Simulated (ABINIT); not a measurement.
**Dielectric calculation, with input and output: WS$_{2}$ (part 2 of 3)**

The same run, continued: WS$_{2}$ (P-6m2, 3 atoms in the cell); Kohn-Sham DFT of a periodic cell, LDA, PseudoDojo NC SR LDA v0.4.1 standard, no spin polarisation (ABINIT 10.8.3); cutoff 816.34 eV, 6×6×2 k-mesh, fixed occupations. The structure derives from a Materials Project entry.

Geometry of the input (Å; fractional positions):
```
3.1835  0.0000  0.0000
-1.5918  2.7570  0.0000
0.0000  0.0000  16.9506
W  0.0000  0.0000  0.0000
S  0.3333  0.6667  0.0920
S  0.3333  0.6667  0.9080
```

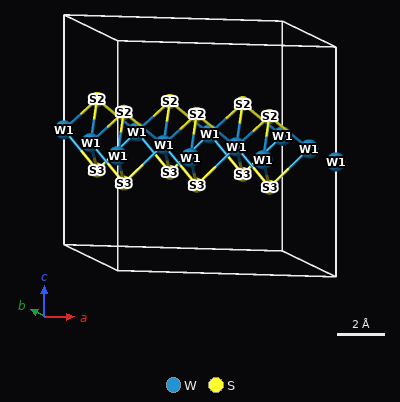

**Figure 1.** The structure as given in the input (ball-and-stick view of the 3 × 2 repeat of the cell, with the vacuum cut short, seen slightly off an axis; atoms are numbered from 1 in the order of the input). An atom can appear more than once, as a periodic image.

Output, continued:
```
 cartesian forces (eV/Angstrom) at end:
    1      0.00000000000000    -0.00000000000000    -0.00000000000000
    2     -0.00000000000000    -0.00000000000000    -0.42666501704189
    3     -0.00000000000000     0.00000000000000     0.42666501704189
 frms,max,avg= 2.0113182E-01 4.2666502E-01   0.000E+00  0.000E+00  0.000E+00 e/A
 length scales=  6.015974028676  6.015974028487 32.031949887968 bohr
              =  3.183516355200  3.183516355100 16.950577890000 angstroms
 Fermi (or HOMO) energy (hartree) =  -0.02741   Average Vxc (hartree)=  -0.17354
 Eigenvalues (hartree) for nkpt=   7  k points:
 kpt#   1, nband= 13, wtk=  0.02778, kpt=  0.0000  0.0000  0.2500 (reduced coord)
  -2.74598   -1.43173   -1.42569   -1.42569   -0.56744   -0.50545   -0.25935   -0.13313
  -0.13313   -0.10236   -0.08731   -0.08731   -0.02741
 prteigrs : prtvol=0 or 1, do not print more k-points.

--- !EnergyTerms
iteration_state     : {dtset: 1, }
comment             : Components of total free energy in Hartree
kinetic             :  2.80947173351985E+01
hartree             :  2.16353963728643E+02
xc                  : -2.28205130020044E+01
Ewald energy        :  1.40856069215989E+02
psp_core            :  7.39848335978454E-01
local_psp           : -4.77125834589014E+02
non_local_psp       :  1.57640824547060E+01
total_energy        : -9.81376665205027E+01
total_energy_eV     : -2.67046194896868E+03
band_energy         : -1.80972950166207E+01
...

 Cartesian components of stress tensor (hartree/bohr^3)
  sigma(1 1)=  8.75840846E-05  sigma(3 2)=  0.00000000E+00
  sigma(2 2)=  8.75840846E-05  sigma(3 1)=  0.00000000E+00
  sigma(3 3)=  5.06268090E-05  sigma(2 1)= -1.49528367E-14

-Cartesian components of stress tensor (GPa)         [Pressure= -2.2144E+00 GPa]
- sigma(1 1)=  2.57681273E+00  sigma(3 2)=  0.00000000E+00
- sigma(2 2)=  2.57681273E+00  sigma(3 1)=  0.00000000E+00
- sigma(3 3)=  1.48949215E+00  sigma(2 1)= -4.39927643E-10

================================================================================
== DATASET  2 ==================================================================

--- !DatasetInfo
iteration_state: {dtset: 2, }
dimensions: {natom: 3, nkpt: 36, mband: 13, nsppol: 1, nspinor: 1, nspden: 1, mpw: 7916, }
cutoff_energies: {ecut:  30.0, pawecutdg:  -1.0, }
electrons: {nelect:   2.60000000E+01, charge:   0.00000000E+00, occopt:   1.00000000E+00, tsmear:   1.00000000E-02, }
meta: {optdriver: 1, rfelfd: 2, }
...

 mkfilename : getwfk/=0, take file _WFK from output of DATASET   1.

 Exchange-correlation functional for the present dataset will be:
  LDA: Perdew-Wang 92 LSD fit to Ceperley-Alder data - ixc=7
  J.P.Perdew and Y.Wang, PRB 45, 13244 (1992)

 Real(R)+Recip(G) space primitive vectors, cartesian coordinates (Bohr,Bohr^-1):
 R(1)=  6.0159740  0.0000000  0.0000000  G(1)=  0.1662241  0.0959695  0.0000000
 R(2)= -3.0079870  5.2099863  0.0000000  G(2)=  0.0000000  0.1919391  0.0000000
 R(3)=  0.0000000  0.0000000 32.0319499  G(3)=  0.0000000  0.0000000  0.0312188
 Unit cell volume ucvol=  1.0039820E+03 bohr^3
 Angles (23,13,12)=  9.00000000E+01  9.00000000E+01  1.20000000E+02 degrees
 setup1 : take into account q-point for computing boxcut.

 getcut: wavevector=  0.0000  0.0000  0.0000  ngfft=  30  30 160
         ecut(hartree)=     30.000   => boxcut(ratio)=   2.02400
--------------------------------------------------------------------------------

 ==>  initialize data related to q vector <==

 The list of irreducible perturbations for this q vector is:
    1)    idir= 1    ipert=   4
    2)    idir= 2    ipert=   4
    3)    idir= 3    ipert=   4

================================================================================

--------------------------------------------------------------------------------
 Perturbation wavevector (in red.coord.)   0.000000  0.000000  0.000000
 Perturbation : derivative vs k along direction   1
 The set of symmetries contains only one element for this perturbation.
 symkpt : not enough symmetry to change the number of k points.

--------------------------------------------------------------------------------

--------------------------------------------------------------------------------

 Initialisation of the first-order wave-functions :
  ireadwf=   0

--- !BeginCycle
iteration_state: {dtset: 2, }
solver: {iscf: -3, nstep: 80, nline: 4, wfoptalg: 0, }
tolerances: {tolwfr: 1.00E-18, }
...

     iter   2DEtotal(Ha)        deltaE(Ha) residm    vres2
-ETOT  1  -37.529656551257     -3.753E+01 1.015E+00 0.000E+00
 ETOT  2  -38.270667759568     -7.410E-01 1.359E-01 0.000E+00
 ETOT  3  -38.329338489265     -5.867E-02 3.089E-02 0.000E+00
 ETOT  4  -38.338060597745     -8.722E-03 6.105E-03 0.000E+00
 ETOT  5  -38.339833255232     -1.773E-03 2.055E-03 0.000E+00
 ETOT  6  -38.340261215379     -4.280E-04 4.220E-04 0.000E+00
 ETOT  7  -38.340372861486     -1.116E-04 1.609E-04 0.000E+00
 ETOT  8  -38.340403470449     -3.061E-05 3.215E-05 0.000E+00
 ETOT  9  -38.340412035355     -8.565E-06 1.262E-05 0.000E+00
 ETOT 10  -38.340414471401     -2.436E-06 2.528E-06 0.000E+00
 ETOT 11  -38.340415168598     -6.972E-07 1.005E-06 0.000E+00
 ETOT 12  -38.340415369424     -2.008E-07 2.034E-07 0.000E+00
 ETOT 13  -38.340415427408     -5.798E-08 8.168E-08 0.000E+00
 ETOT 14  -38.340415444200     -1.679E-08 1.674E-08 0.000E+00
 ETOT 15  -38.340415449068     -4.867E-09 6.771E-09 0.000E+00
 ETOT 16  -38.340415450481     -1.413E-09 1.401E-09 0.000E+00
 ETOT 17  -38.340415450892     -4.108E-10 5.689E-10 0.000E+00
 ETOT 18  -38.340415451011     -1.190E-10 1.185E-10 0.000E+00
 ETOT 19  -38.340415451045     -3.432E-11 4.815E-11 0.000E+00
 ETOT 20  -38.340415451056     -1.075E-11 1.008E-11 0.000E+00
 ETOT 21  -38.340415451058     -2.636E-12 4.090E-12 0.000E+00
 ETOT 22  -38.340415451059     -8.953E-13 8.587E-13 0.000E+00
 ETOT 23  -38.340415451060     -3.126E-13 3.481E-13 0.000E+00
 ETOT 24  -38.340415451060      1.705E-13 7.324E-14 0.000E+00
 ETOT 25  -38.340415451059      1.847E-13 2.965E-14 0.000E+00
 ETOT 26  -38.340415451059     -1.421E-13 6.250E-15 0.000E+00
 ETOT 27  -38.340415451059      1.066E-13 2.528E-15 0.000E+00
 ETOT 28  -38.340415451060     -2.771E-13 5.335E-16 0.000E+00
 ETOT 29  -38.340415451059      1.705E-13 2.156E-16 0.000E+00
 ETOT 30  -38.340415451060     -1.350E-13 4.555E-17 0.000E+00
 ETOT 31  -38.340415451060     -1.847E-13 1.840E-17 0.000E+00
 ETOT 32  -38.340415451060      7.816E-14 3.890E-18 0.000E+00
 ETOT 33  -38.340415451060     -7.105E-14 1.570E-18 0.000E+00
 ETOT 34  -38.340415451060      2.558E-13 9.993E-19 0.000E+00

 At SCF step   34   max residual=  9.99E-19 < tolwfr=  1.00E-18 =>converged.
================================================================================

 ----iterations are completed or convergence reached----

 Mean square residual over all n,k,spin=   58.432E-20; max=  99.932E-20
 dfpt_looppert : ek2=    7.5629270536E+01
          f-sum rule ratio=    1.0029473449E+00
 Expectation of eigenvalue derivatives (hartree) for nkpt=  36  k points:
  (in case of degenerate eigenvalues, averaged derivative)
 kpt#   1, nband= 13, wtk=  0.02778, kpt=  0.0000  0.0000  0.2500 (reduced coord)
   0.00000   -0.00000    0.00000    0.00000   -0.00000   -0.00000    0.00000   -0.00000
  -0.00000    0.00000    0.00000    0.00000   -0.00000
 prteigrs : prtvol=0 or 1, do not print more k-points.

 2DEtotal=   -0.3834041545E+02 Ha. Also 2DEtotal=   -0.104329585367E+04 eV
    (  non-var. 2DEtotal :   -3.8340415444E+01 Ha)

--------------------------------------------------------------------------------
 Perturbation wavevector (in red.coord.)   0.000000  0.000000  0.000000
 Perturbation : derivative vs k along direction   2
 The set of symmetries contains only one element for this perturbation.
 symkpt : not enough symmetry to change the number of k points.

--------------------------------------------------------------------------------

--------------------------------------------------------------------------------

 Initialisation of the first-order wave-functions :
  ireadwf=   0

--- !BeginCycle
iteration_state: {dtset: 2, }
solver: {iscf: -3, nstep: 80, nline: 4, wfoptalg: 0, }
tolerances: {tolwfr: 1.00E-18, }
...

     iter   2DEtotal(Ha)        deltaE(Ha) residm    vres2
-ETOT  1  -37.529673376499     -3.753E+01 1.015E+00 0.000E+00
 ETOT  2  -38.270670936713     -7.410E-01 1.359E-01 0.000E+00
 ETOT  3  -38.329338641041     -5.867E-02 3.089E-02 0.000E+00
 ETOT  4  -38.338060605781     -8.722E-03 6.105E-03 0.000E+00
 ETOT  5  -38.339833257022     -1.773E-03 2.055E-03 0.000E+00
 ETOT  6  -38.340261216886     -4.280E-04 4.220E-04 0.000E+00
 ETOT  7  -38.340372862980     -1.116E-04 1.609E-04 0.000E+00
 ETOT  8  -38.340403471942     -3.061E-05 3.215E-05 0.000E+00
 ETOT  9  -38.340412036848     -8.565E-06 1.262E-05 0.000E+00
 ETOT 10  -38.340414472894     -2.436E-06 2.528E-06 0.000E+00
 ETOT 11  -38.340415170091     -6.972E-07 1.005E-06 0.000E+00
 ETOT 12  -38.340415370917     -2.008E-07 2.034E-07 0.000E+00
 ETOT 13  -38.340415428902     -5.799E-08 8.168E-08 0.000E+00
 ETOT 14  -38.340415445694     -1.679E-08 1.674E-08 0.000E+00
 ETOT 15  -38.340415450561     -4.867E-09 6.771E-09 0.000E+00
 ETOT 16  -38.340415451974     -1.414E-09 1.401E-09 0.000E+00
 ETOT 17  -38.340415452385     -4.104E-10 5.689E-10 0.000E+00
 ETOT 18  -38.340415452504     -1.194E-10 1.185E-10 0.000E+00
 ETOT 19  -38.340415452539     -3.447E-11 4.815E-11 0.000E+00
 ETOT 20  -38.340415452549     -1.063E-11 1.008E-11 0.000E+00
 ETOT 21  -38.340415452552     -2.693E-12 4.090E-12 0.000E+00
 ETOT 22  -38.340415452553     -1.016E-12 8.587E-13 0.000E+00
 ETOT 23  -38.340415452553      2.132E-14 3.481E-13 0.000E+00
 ETOT 24  -38.340415452553     -2.203E-13 7.324E-14 0.000E+00
 ETOT 25  -38.340415452553      1.918E-13 2.965E-14 0.000E+00
 ETOT 26  -38.340415452553      4.263E-14 6.250E-15 0.000E+00
 ETOT 27  -38.340415452553      7.105E-14 2.528E-15 0.000E+00
 ETOT 28  -38.340415452553     -2.061E-13 5.335E-16 0.000E+00
 ETOT 29  -38.340415452553      1.421E-13 2.156E-16 0.000E+00
 ETOT 30  -38.340415452553     -3.340E-13 4.555E-17 0.000E+00
 ETOT 31  -38.340415452553      1.279E-13 1.840E-17 0.000E+00
 ETOT 32  -38.340415452553     -7.816E-14 3.890E-18 0.000E+00
 ETOT 33  -38.340415452553      2.842E-14 1.570E-18 0.000E+00
 ETOT 34  -38.340415452553      4.974E-14 9.993E-19 0.000E+00

 At SCF step   34   max residual=  9.99E-19 < tolwfr=  1.00E-18 =>converged.
================================================================================

 ----iterations are completed or convergence reached----

 Mean square residual over all n,k,spin=   58.463E-20; max=  99.932E-20
 dfpt_looppert : ek2=    7.5629270538E+01
          f-sum rule ratio=    1.0029473449E+00
 Expectation of eigenvalue derivatives (hartree) for nkpt=  36  k points:
  (in case of degenerate eigenvalues, averaged derivative)
 kpt#   1, nband= 13, wtk=  0.02778, kpt=  0.0000  0.0000  0.2500 (reduced coord)
   0.00000    0.00000   -0.00000   -0.00000    0.00000   -0.00000   -0.00000    0.00000
   0.00000    0.00000    0.00000    0.00000    0.00000
 prteigrs : prtvol=0 or 1, do not print more k-points.

 2DEtotal=   -0.3834041545E+02 Ha. Also 2DEtotal=   -0.104329585371E+04 eV
    (  non-var. 2DEtotal :   -3.8340415445E+01 Ha)

--------------------------------------------------------------------------------
 Perturbation wavevector (in red.coord.)   0.000000  0.000000  0.000000
 Perturbation : derivative vs k along direction   3
 The set of symmetries contains only one element for this perturbation.
 symkpt : not enough symmetry to change the number of k points.

--------------------------------------------------------------------------------

--------------------------------------------------------------------------------

 Initialisation of the first-order wave-functions :
  ireadwf=   0

--- !BeginCycle
iteration_state: {dtset: 2, }
solver: {iscf: -3, nstep: 80, nline: 4, wfoptalg: 0, }
tolerances: {tolwfr: 1.00E-18, }
...

     iter   2DEtotal(Ha)        deltaE(Ha) residm    vres2
-ETOT  1  -1.0033875327225     -1.003E+00 5.035E-03 0.000E+00
 ETOT  2  -1.0109426818845     -7.555E-03 2.108E-04 0.000E+00
 ETOT  3  -1.0111422641355     -1.996E-04 3.096E-06 0.000E+00
 ETOT  4  -1.0111501691333     -7.905E-06 3.014E-07 0.000E+00
 ETOT  5  -1.0111505717103     -4.026E-07 3.247E-08 0.000E+00
 ETOT  6  -1.0111505966196     -2.491E-08 2.826E-09 0.000E+00
 ETOT  7  -1.0111505984127     -1.793E-09 3.370E-10 0.000E+00
 ETOT  8  -1.0111505985594     -1.467E-10 3.064E-11 0.000E+00
 ETOT  9  -1.0111505985726     -1.318E-11 3.622E-12 0.000E+00
 ETOT 10  -1.0111505985739     -1.257E-12 3.371E-13 0.000E+00
 ETOT 11  -1.0111505985740     -1.146E-13 3.983E-14 0.000E+00
 ETOT 12  -1.0111505985740     -1.710E-14 3.746E-15 0.000E+00
 ETOT 13  -1.0111505985740      6.439E-15 4.435E-16 0.000E+00
 ETOT 14  -1.0111505985740     -1.554E-15 4.194E-17 0.000E+00
 ETOT 15  -1.0111505985740      0.000E+00 4.975E-18 0.000E+00
 ETOT 16  -1.0111505985740      1.776E-15 9.937E-19 0.000E+00

 At SCF step   16   max residual=  9.94E-19 < tolwfr=  1.00E-18 =>converged.
================================================================================

 ----iterations are completed or convergence reached----

 Mean square residual over all n,k,spin=   62.524E-20; max=  99.371E-20
 dfpt_looppert : ek2=    2.0007661336E+00
          f-sum rule ratio=    1.0000022695E+00
 Expectation of eigenvalue derivatives (hartree) for nkpt=  36  k points:
  (in case of degenerate eigenvalues, averaged derivative)
 kpt#   1, nband= 13, wtk=  0.02778, kpt=  0.0000  0.0000  0.2500 (reduced coord)
   0.00000   -0.00000    0.00000    0.00000    0.00000   -0.00000   -0.00000    0.00000
   0.00000   -0.00000   -0.00000   -0.00000    0.00000
 prteigrs : prtvol=0 or 1, do not print more k-points.

 2DEtotal=   -0.1011150599E+01 Ha. Also 2DEtotal=   -0.275148094907E+02 eV
    (  non-var. 2DEtotal :   -1.0111505979E+00 Ha)
================================================================================

 ---- first-order wavefunction calculations are completed ----
```
